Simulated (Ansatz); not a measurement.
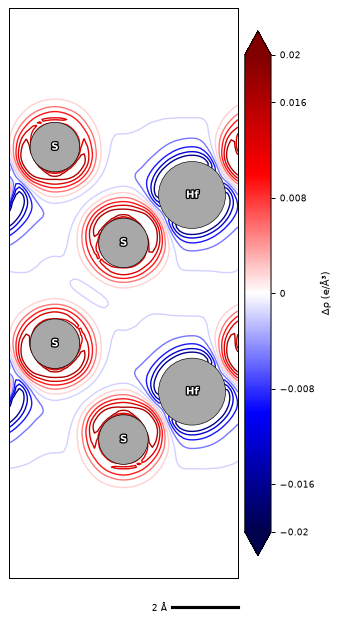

HfS2 (slab). Difference of the valence pseudo-densities of two functionals at the same geometry, on the (110) plane of the calculation cell, a cut from vacuum to vacuum: one of LDA and r2SCAN less the other.

Both computed with Ansatz (plane waves, PAW), on the same k-point mesh. Grey discs cover the atomic cores.

Which was subtracted from which, and what does the map show?

It is r2SCAN less LDA. Against LDA, r2SCAN gives more density around S (+0.017 e/Å³ on average at 0.9 Å from the nucleus), less density around Hf (−0.011 e/Å³ on average at 1.2 Å from the nucleus) and a change of +0.007 e/Å³ at the midpoint of Hf–S.
